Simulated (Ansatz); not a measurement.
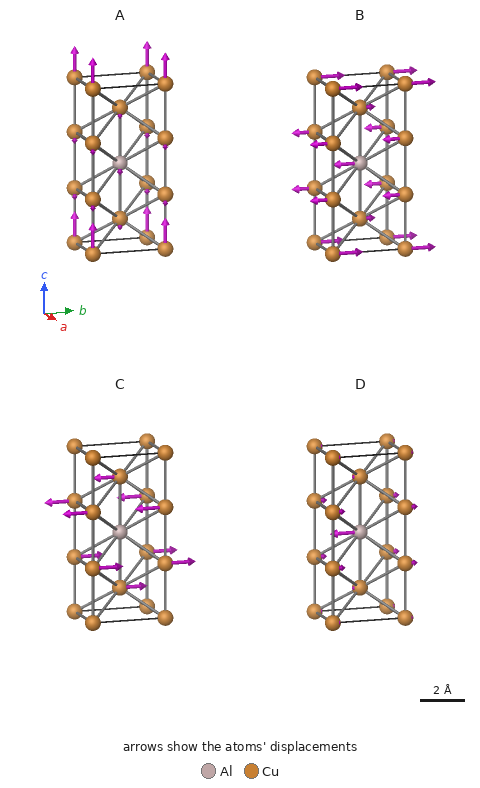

Four optical modes of solid AlCu₅ (a generated structure) at the zone centre, in no order. The purple arrows are the displacements of the atoms (eigenvector over the root of the mass), of arbitrary overall length and sign. A ball-and-stick model of the cell of the calculation, seen from a free direction.

Level of theory: DFT PBE, scalar-relativistic, plane waves, PAW in Ansatz. Settings: plane-wave cutoff 420 eV; k-point mesh 16 × 12 × 6; occupations fermi dirac; smearing width 0.15 eV; no spin polarisation.

The frequencies depend somewhat on the k-mesh and the smearing.

Q: Rank the modes by frequency, softest first.

A: C (111 cm⁻¹), B (131 cm⁻¹), A (188 cm⁻¹), D (275 cm⁻¹). C, B₃g: The Al and Cu (1a) atoms stay at rest; all motion is along b; atoms of one kind move against one another, with no net shift of any sublattice. B, B₂u: The Cu (1a) and Cu (2t) sublattices move against the Al and Cu (2q) sublattices, along b; the kinetic energy is shared as Cu 87 %, Al 13 %. A, B₁u: The Cu (1a) sublattice moves against the Al and Cu (2q) and Cu (2t) sublattices, along c; the kinetic energy is shared as Cu 98 %, Al 2 %. D, B₂u: The Al and Cu (2t) sublattices move against the Cu (2q) and Cu (1a) sublattices, along b; the kinetic energy is shared as Al 73 %, Cu 27 %. The crystal is metallic in this run.
